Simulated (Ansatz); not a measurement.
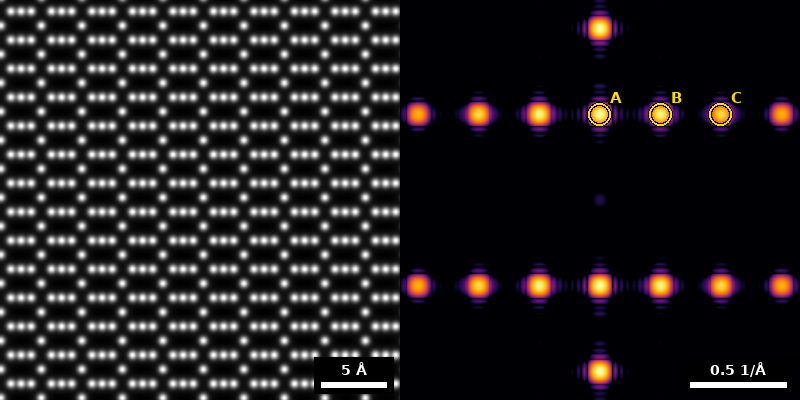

Dark-field STEM-like image of Co (Pm-3n, No. 223) along [110]. The image is simulated as a sum over atoms of Z^1.7, blurred by a 0.50 Å probe (no channelling). The probe carries 25 % of its weight in a tail 2.5 times as wide. The display is stretched by a gamma of 0.8; percentages refer to the linear signal. Structure used: coordinates from a relaxation with Ansatz 0.2.0, DFT PBE, scalar-relativistic, plane waves, PAW; the starting structure was generated, so it need not be a known form of this composition.

The right panel is the modulus of the image's Fourier transform on a logarithmic scale.

a = 4.464 Å, b = 4.464 Å, c = 4.464 Å, α = 90.00°, β = 90.00°, γ = 90.00°

Question: Index the marked spots and give their plane spacings (the zone axis points at the viewer; indices equivalent by symmetry, or all signs reversed, are as good).

Answer: A: (0 0 -2), d = 2.23 Å; B: (1 -1 -2), d = 1.82 Å; C: (2 -2 -2), d = 1.29 Å. A and B enclose 35°, and every spot obeys the zone law hu + kv + lw = 0 for [110].
